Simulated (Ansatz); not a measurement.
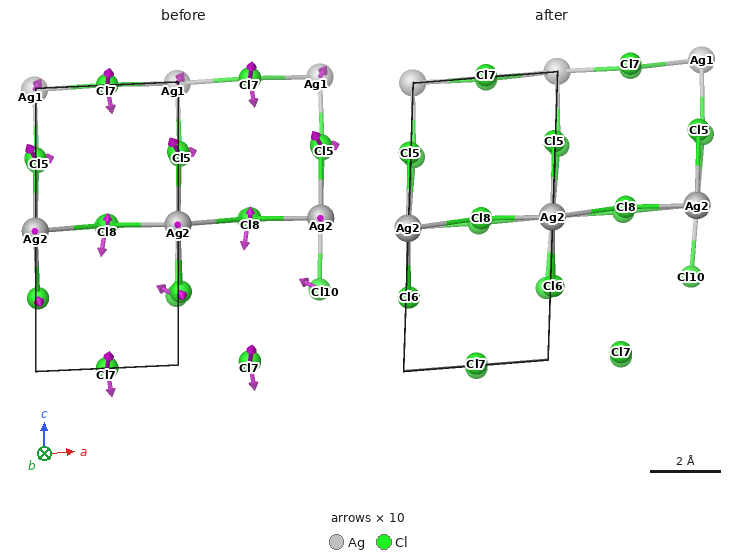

The structure of crystalline AgCl4 (a generated structure, set up in P1) (coarse preliminary run) before (left) and after (right) a relaxation, at one scale. The purple arrows give the displacements (the part carried along by the change of the cell is left out), magnified 10 times.

The picture is a ball-and-stick view of the cell of the calculation, repeated 2 × 1 × 1 with one cell outlined, seen along the b axis.

These are results of DFT PBE, scalar-relativistic, plane waves, PAW in Ansatz, not measurements. Set-up: plane-wave cutoff 420 eV; k-point mesh 6 × 4 × 4; occupations gaussian; smearing width 0.2 eV; no spin polarisation; cell and atoms relaxed; force threshold 0.025 eV/Å; at most 60 steps.

Describe what moved and what it gained.

Answer. The run was cut off at its time limit before the relaxation converged, so the last structure is only a point on the way. The largest move relative to the cell is that of a Cl atom, 0.093 Å roughly along −c. Largest moves by element: Cl 0.093 Å, Ag 0.046 Å. Cell: a 4.132 → 4.191 Å (+1.4 %), b 8.175 → 8.153 Å (−0.3 %), c 8.191 → 8.350 Å (+1.9 %), α 88.5° → 88.2°, β 87.4° → 83.6°. Volume +2.5 %. Among the contacts that change: Ag–Cl 2.754 → 2.804 Å, Ag–Cl 2.953 → 2.910 Å, Ag–Cl 2.895 → 2.856 Å, Ag–Cl 2.734 → 2.696 Å. Bond angles that change, for instance: Ag–Cl–Ag 93.9° → 97.6°, Ag–Cl–Ag 92.5° → 95.8°, Ag–Cl–Ag 96.6° → 99.4°. The space group stays P1 (No. 1). The energy falls by 44.4 meV per atom in 1 geometry step. Largest force component: 0.27 eV/Å at the start, 0.43 eV/Å at the end. Pressure: 0.43 GPa at the start and −0.24 GPa at the end.
